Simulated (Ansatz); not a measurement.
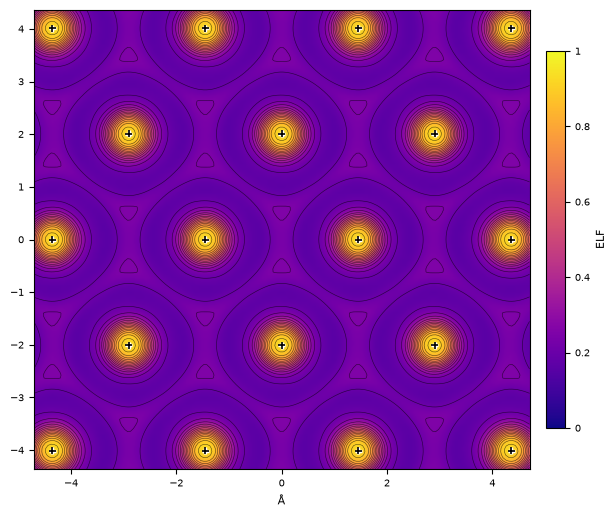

The electron localisation function on a plane through atoms (crosses mark nuclei in the plane).

Method: Ansatz 0.2.0, Kohn-Sham DFT of a periodic cell, LDA, Ansatz PAW.

Candidates:
A. CaSe, a = 5.83 Å, b = 5.83 Å, c = 5.83 Å, α = 90.00°, β = 90.00°, γ = 90.00°. Space group Fm-3m.
B. RbBr, a = 6.81 Å, b = 6.81 Å, c = 6.81 Å, α = 90.00°, β = 90.00°, γ = 90.00°. Space group Fm-3m.
C. Cu, a = 2.90 Å, b = 2.90 Å, c = 2.77 Å, α = 90.00°, β = 90.00°, γ = 90.00°. Space group I4/mmm; a structure from a database of computed crystals, not necessarily the ambient phase; computed pressure about −11 GPa in this cell.

Question: Which system is this?

Answer: Candidate C: Cu on the (101̄) plane of the conventional cell, which holds Cu. Cu–Cu (2.48 Å): the ELF is about 0.20 at the midpoint; no localised pair shows between them.
